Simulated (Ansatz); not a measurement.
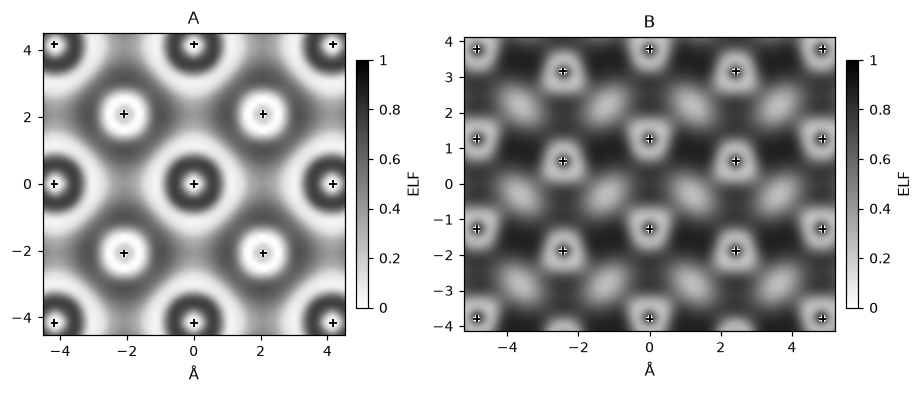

The ELF of 2 systems, each on a plane through atoms (crosses mark nuclei in the plane).

These are results of DFT r2SCAN, scalar-relativistic, plane waves, PAW (Ansatz 0.2.0), not measurements.

System 1: Si, the (100) plane of the conventional cell. Space group I4₁/amd; a structure from a database of computed crystals, not necessarily the ambient phase; changed on purpose from its base cell (strain +0.025 along x and y, -0.050 along z, atoms carried along); computed pressure about 2 GPa in this cell.

System 2: ScAl3, the (100) plane of the conventional cell. Space group Pm-3m; a structure from a database of computed crystals, not necessarily the ambient phase; changed on purpose from its base cell (equal strain along all axes, cell held, atoms relaxed: +2.0 %); computed pressure about −5 GPa in this cell.

```yaml
crystal:
  lattice:
    - [4.16725, 0.00000, 0.00000]
    - [0.00000, 4.16725, 0.00000]
    - [0.00000, 0.00000, 4.16725]
  atoms:
    - { symbol: Sc, position: [0.00000, 0.00000, 0.00000] }
    - { symbol: Al, position: [0.50000, 0.00000, 0.50000] }
    - { symbol: Al, position: [0.00000, 0.50000, 0.50000] }
    - { symbol: Al, position: [0.50000, 0.50000, 0.00000] }
```

Q: Match each panel to its system.

A: Panel A is system 2, ScAl3: the plane holds Sc and Al. Sc–Al (2.95 Å): the ELF peaks at about 0.60 in the valence shell of Al, 1.1 Å from its nucleus, and is about 0.30 at the midpoint. Panel B is system 1, Si: the plane holds Si. Si–Si (2.53 Å): the ELF peaks at about 0.80 between the atoms.
